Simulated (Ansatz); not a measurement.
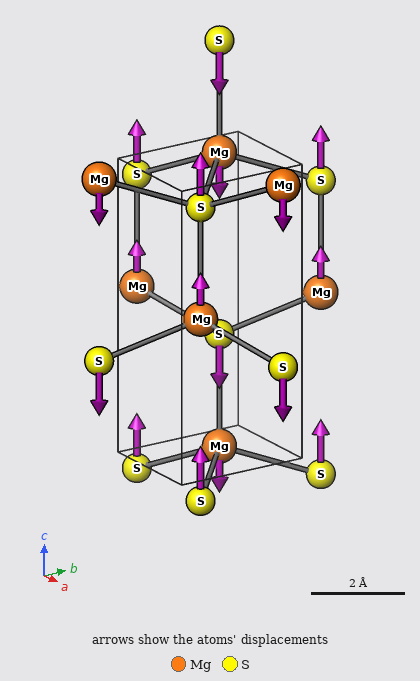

Phonons of solid MgS, at the zone centre. The optical levels lie at 90 (×2), 265, 308, 318, 321 (×2), 327 (×2) cm⁻¹. One mode is drawn. Displacements are drawn as purple arrows; their common scale and sign are arbitrary. The picture is a ball-and-stick view of the cell of the calculation, seen slightly off an axis.

The calculation used Ansatz 0.2.0, DFT PBE, scalar-relativistic, plane waves, PAW. Set-up: plane-wave cutoff 420 eV; k-point mesh 6 × 6 × 4; occupations fixed; no spin polarisation.

Frequencies are those without the non-analytic (LO–TO) term.

To which level does it belong?

Answer. The level at 265 cm⁻¹. This is the B₁ mode, optical level 2 of 6, counted from below, silent by symmetry (neither infrared- nor Raman-active). All motion is along c; atoms of one kind move against one another, with no net shift of any sublattice; it mainly bends the Mg–S bonds; the kinetic energy is shared as S 69 %, Mg 31 %.
